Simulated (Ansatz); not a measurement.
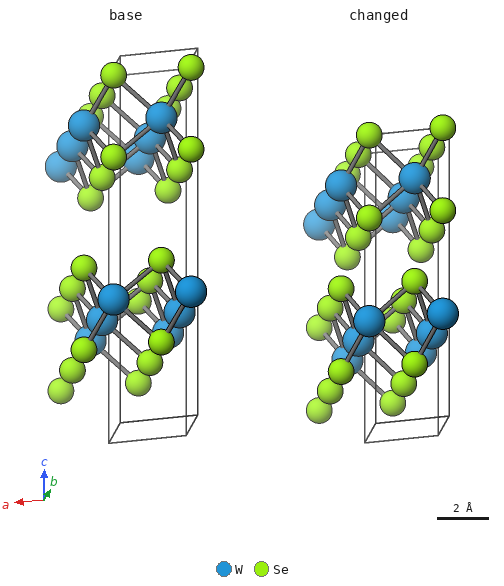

Left: crystalline WSe₂ (set up in P6_3/mmc). Right: the same structure after one change, at the same scale. The picture is a ball-and-stick view of the cell of the calculation, repeated 2 × 3 × 1 with one cell outlined, seen from a free direction.

All numbers below come from DFT PBE, scalar-relativistic, plane waves, PAW in Ansatz. Set-up: plane-wave cutoff 420 eV; occupations gaussian; smearing width 0.02 eV; no spin polarisation. The k-mesh is chosen for each cell (12×12×2, 12×12×4).

The crystal is put under a hydrostatic pressure of 20 GPa. Cell and atoms are relaxed at that pressure.

Q: What does the change do?

A: Cell: a = b 3.321 → 3.154 Å (−5.0 %), c 15.044 → 11.859 Å (−21.2 %). Volume −28.9 %. The largest moves relative to the cell, 0.38 Å, are those of Se atoms. W stays in place. Near-neighbour distances before and after: Se–W 2.548 → 2.490 Å. The space group stays P6_3/mmc (No. 194). Energy change: +215 meV per atom. (The two runs use different k-meshes.) Pressure: 0.0 GPa before, 20.0 GPa after. The gap on the k-mesh goes from 1.46 to 0.38 eV.

Limits of the set-up: layers or molecules are held without a dispersion correction, so their spacing is unreliable.
